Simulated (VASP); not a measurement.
## Run report: ZrS$_{2}$, dielectric calculation (part 2 of 2)

Continued. System: ZrS$_{2}$ (P-3m1, 3 atoms in the cell). Method: Kohn-Sham DFT of a periodic cell, PBE with D3(BJ), VASP PAW PBE potentials, recommended, no spin polarisation (VASP 6.6.1); cutoff 600 eV, 15×15×7 k-mesh, Gaussian smearing of 0.03 eV. The structure derives from a Materials Project entry.

Geometry of the input (Å; fractional positions):
```
3.6343  -0.0000  0.0000
-1.8172  3.1474  -0.0000
0.0000  -0.0000  5.7204
Zr 1.0000  0.0000  0.0000
S  0.6667  0.3333  0.7446
S  0.3333  0.6667  0.2554
```

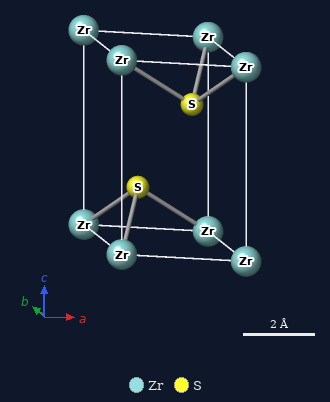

Fig. 1: The structure as given in the input (ball-and-stick view of the cell of the calculation, seen slightly off an axis). An atom can appear more than once, as a periodic image.

Parts of OUTCAR, continued
```
 E-fermi :   5.3978     XC(G=0):  -9.8230     alpha+bet :-11.9267

 val. band max:        5.2723305418   @ k =   0.0000   0.0000   0.0000
 cond. band min:       5.9497831627   @ k =   0.0000   0.4667   0.4286
 fundamental gap:      0.6774526209
 Fermi energy:         5.3978109063

 k-point     1 :       0.0000    0.0000    0.0000
  band No.  band energies     occupation
      1     -43.8348      2.00000
      2     -21.9121      2.00000
      3     -21.7465      2.00000
      4     -21.7465      2.00000
      5      -7.7406      2.00000
      6      -6.1140      2.00000
      7       0.4633      2.00000
      8       2.3063      2.00000
      9       2.3063      2.00000
     10       5.0356      2.00000
     11       5.0356      2.00000
     12       5.2723      2.00000
     13       6.6929      0.00000
     14       6.6929      0.00000
     15       7.3887      0.00000
     16       9.9119      0.00000

 k-point     2 :       0.0667   -0.0000    0.0000
  band No.  band energies     occupation
      1     -43.8339      2.00000
      2     -21.9093      2.00000
      3     -21.7593      2.00000
      4     -21.7492      2.00000
      5      -7.6923      2.00000
      6      -6.1276      2.00000
      7       0.5293      2.00000
      8       2.2605      2.00000
      9       2.3353      2.00000
     10       4.6982      2.00000
     11       4.8866      2.00000
     12       5.2618      2.00000
     13       6.7514      0.00000
     14       6.8594      0.00000
     15       7.4352      0.00000
     16       9.7612      0.00000

 k-point     3 :       0.1333   -0.0000    0.0000
  band No.  band energies     occupation
      1     -43.8313      2.00000
      2     -21.9015      2.00000
      3     -21.7952      2.00000
      4     -21.7569      2.00000
      5      -7.5534      2.00000
      6      -6.1655      2.00000
      7       0.7209      2.00000
      8       2.1564      2.00000
      9       2.4139      2.00000
     10       3.9579      2.00000
     11       4.5744      2.00000
     12       5.1698      2.00000
     13       6.7405      0.00000
     14       7.2143      0.00000
     15       7.5997      0.00000
     16       9.6805      0.00000

 k-point     4 :       0.2000   -0.0000    0.0000
  band No.  band energies     occupation
      1     -43.8274      2.00000
      2     -21.8903      2.00000
      3     -21.8472      2.00000
      4     -21.7682      2.00000
      5      -7.3419      2.00000
      6      -6.2196      2.00000
      7       1.0147      2.00000
      8       2.0603      2.00000
      9       2.5167      2.00000
     10       3.1210      2.00000
     11       4.2593      2.00000
     12       4.9062      2.00000
     13       6.6131      0.00000
     14       7.5785      0.00000
     15       7.8535      0.00000
     16       9.8721      0.00000

 k-point     5 :       0.2667   -0.0000    0.0000
  band No.  band energies     occupation
      1     -43.8229      2.00000
      2     -21.9084      2.00000
      3     -21.8752      2.00000
      4     -21.7812      2.00000
      5      -7.0896      2.00000
      6      -6.2757      2.00000
      7       1.3487      2.00000
      8       1.9842      2.00000
      9       2.4067      2.00000
     10       2.6058      2.00000
     11       4.0174      2.00000
     12       4.4763      2.00000
     13       6.4505      0.00000
     14       7.8820      0.00000
     15       8.1569      0.00000
     16      10.2562      0.00000

 [... the levels of 18 k-points are left out ...]

 k-point    24 :       0.4000    0.2000    0.0000
  band No.  band energies     occupation
      1     -43.8116      2.00000
      2     -21.9978      2.00000
      3     -21.8728      2.00000
      4     -21.8424      2.00000
      5      -6.4744      2.00000
      6      -6.2824      2.00000
      7       1.0117      2.00000
      8       1.7731      2.00000
      9       2.4934      2.00000
     10       2.7807      2.00000
     11       2.9327      2.00000
     12       3.5940      2.00000
     13       7.1093      0.00000
     14       8.3581      0.00000
     15       8.4258      0.00000
     16      10.1042      0.00000

 [... further k-points ...]

  FORCE on cell =-STRESS in cart. coord.  units (eV):
  Direction    XX          YY          ZZ          XY          YZ          ZX
  --------------------------------------------------------------------------------------
  -------------------------------------------------------------------------------------
  Total      -0.00852    -0.00852     0.00518     0.00000     0.00000    -0.00000
  in kB      -0.20861    -0.20861     0.12678     0.00000     0.00000    -0.00000
  external pressure =       -0.10 kB  Pullay stress =        0.00 kB

 VOLUME and BASIS-vectors are now :
 -----------------------------------------------------------------------------
  energy-cutoff  :      600.00
  volume of cell :       65.43
      direct lattice vectors                 reciprocal lattice vectors
     3.634334999  0.000000000  0.000000000     0.275153501  0.158859948  0.000000000
    -1.817167500  3.147426435  0.000000000     0.000000000  0.317719896  0.000000000
     0.000000000  0.000000000  5.720379889     0.000000000  0.000000000  0.174813565

 POSITION                                       TOTAL-FORCE (eV/Angst)
 -----------------------------------------------------------------------------------
      0.00000      0.00000      0.00000        -0.000000      0.000000      0.000000
      1.81717      1.04914      4.25947         0.000000     -0.000000     -0.002745
     -0.00000      2.09828      1.46091        -0.000000      0.000000      0.002745
 -----------------------------------------------------------------------------------
    total drift:                                0.000000      0.000000      0.000000

  FREE ENERGIE OF THE ION-ELECTRON SYSTEM (eV)
  ---------------------------------------------------
  free  energy   TOTEN  =       -22.4576750464 eV

  energy  without entropy=      -22.4576750464  energy(sigma->0) =      -22.45767505

 HEAD OF MICROSCOPIC STATIC DIELECTRIC TENSOR (INDEPENDENT PARTICLE, excluding Hartree and local field effects)
 ------------------------------------------------------
          12.615899    -0.000000     0.000000
          -0.000000    12.615899     0.000000
          -0.000000     0.000000     9.361520
 ------------------------------------------------------

 Free energy of the ion-electron system (eV)
  ---------------------------------------------------
  ---------------------------------------------------
  free energy    TOTEN  =        -2.09275820 eV

  energy without entropy =       -2.09275820

------------------------ aborting loop because EDIFF is reached ----------------------------------------

 Edisp (eV)   -1.09033

 E8    (eV) :    -0.4631

--------------------------------------- Ionic step        2  -------------------------------------------

------------------------ aborting loop because EDIFF is reached ----------------------------------------

 Edisp (eV)   -1.09033

 E8    (eV) :    -0.4631

--------------------------------------- Ionic step        3  -------------------------------------------

 Free energy of the ion-electron system (eV)
  ---------------------------------------------------
  ---------------------------------------------------
  free energy    TOTEN  =        -1.07435153 eV

  energy without entropy =       -1.07435153

------------------------ aborting loop because EDIFF is reached ----------------------------------------

 Edisp (eV)   -1.09033

 E8    (eV) :    -0.4631

 PIEZOELECTRIC TENSOR FIELD DIRECTION 3  (e Angst)
 -----------------------------------------------------------------------------
    -0.00140  0.00000 -0.00000           ( -0.00002  0.00000  0.00000)
    -0.00000 -0.00140  0.00000           (  0.00000 -0.00002 -0.00000)
     0.00000  0.00000  0.01012           (  0.00000 -0.00000  0.00003)

 PIEZOELECTRIC TENSOR FIELD DIRECTION 3  (C/m^2)
 -----------------------------------------------------------------------------
    -0.00034  0.00000 -0.00000
    -0.00000 -0.00034  0.00000
     0.00000  0.00000  0.00248

 MACROSCOPIC STATIC DIELECTRIC TENSOR (including local field effects in DFT)
 ------------------------------------------------------
          11.911776    -0.000000     0.000000
          -0.000000    11.911776     0.000000
          -0.000000     0.000000     6.493447
 ------------------------------------------------------

 PIEZOELECTRIC TENSOR (including local field effects)  for field in x, y, z        (e  Angst)
          XX          YY          ZZ          XY          YZ          ZX
  --------------------------------------------------------------------------------
  x     0.00000     0.00000     0.00000     0.00000     0.00000     0.00000
  y     0.00000     0.00000     0.00000     0.00000     0.00000     0.00000
  z     0.00000     0.00000     0.00000     0.00000     0.00000     0.00000

 PIEZOELECTRIC TENSOR (including local field effects)  for field in x, y, z        (C/m^2)
          XX          YY          ZZ          XY          YZ          ZX
  --------------------------------------------------------------------------------
  x     0.00000     0.00000     0.00000     0.00000     0.00000     0.00000
  y     0.00000     0.00000     0.00000     0.00000     0.00000     0.00000
  z     0.00000     0.00000     0.00000     0.00000     0.00000     0.00000

 BORN EFFECTIVE CHARGES (including local field effects) (in |e|, cummulative output)
 ---------------------------------------------------------------------------------
 ion    1
    1     6.96503    -0.00000    -0.00000
    2    -0.00000     6.96503     0.00000
    3     0.00000     0.00000     2.09342
 ion    2
    1    -3.48251     0.00000    -0.00000
    2     0.00000    -3.48251     0.00000
    3    -0.00000     0.00000    -1.04671
 ion    3
    1    -3.48251     0.00000     0.00000
    2     0.00000    -3.48251     0.00000
    3     0.00000     0.00000    -1.04671
```

CONTCAR
```
ZrS2
   1.00000000000000
     3.6343349993000000    0.0000000000000000    0.0000000000000000
    -1.8171674998000000    3.1474264352999999    0.0000000000000000
     0.0000000000000000    0.0000000000000000    5.7203798889000002
  Zr              S
     1     2
Direct
     0.0000000000000000    0.0000000000000000    0.0000000000000000
     0.6666666699999979    0.3333333300000021    0.7446134539814011
     0.3333333300000021    0.6666666699999979    0.2553865460185989

  0.00000000E+00  0.00000000E+00  0.00000000E+00
  0.00000000E+00  0.00000000E+00  0.00000000E+00
  0.00000000E+00  0.00000000E+00  0.00000000E+00
```
